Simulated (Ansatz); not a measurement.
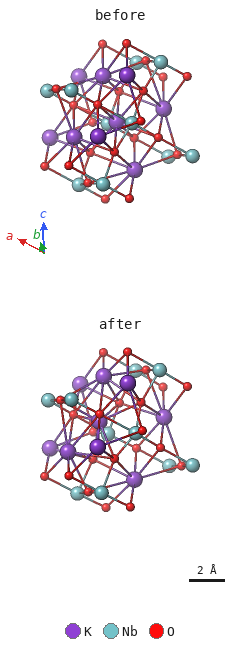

The structure of a defect cell of composition K$_{9}$Nb$_{8}$O$_{23}$ before (top) and after (bottom) a relaxation, at one scale.

Style: ball-and-stick. Shown: the atoms within 5.0 Å of the atom that moves most (axes of the cell of the calculation (origin shifted)), from a free direction.

Case: K on a O site (c), charge +0, atoms relaxed at the host's cell.

Method: DFT PBE, scalar-relativistic, plane waves, PAW (Ansatz). Set-up: plane-wave cutoff 420 eV; k-point mesh 2 × 2 × 2; occupations gaussian; smearing width 0.01 eV; collinear spin; atoms relaxed in a fixed cell; force threshold 0.025 eV/Å; at most 45 steps.

Summarise the run.

The energy falls by 6.001 eV per cell of the calculation in 16 accepted moves (19 points after the start). The largest force component goes from 11 to 0.021 eV/Å. The line search rejected the trial steps at points 3, 14, 18 of the run. A K atom moves most: 1.21 Å along +a. Largest moves by element: K 1.21 Å, Nb 0.33 Å, O 0.29 Å. The lattice vectors keep their values. Among the contacts that change: K–O 4.221 → 2.718 Å, K–Nb 4.473 → 3.362 Å, K–O 2.863 → 3.961 Å, K–K 3.011 → 4.026 Å. New bonds form: K–O (4.22 → 2.72 Å). Bonds break: K–O (2.86 → 3.96 Å). Bond angles that change, for instance: O–K–O 180.0° → 129.0°, O–K–O 85.3° → 135.5°, K–O–K 83.1° → 108.6°. The program noted that the starting moments weren't kept.

Limits of the set-up: the k-point mesh is coarse for a cell with partly filled bands; the periodic images lie only 8.4 Å apart, so the values are limited by the cell's size.
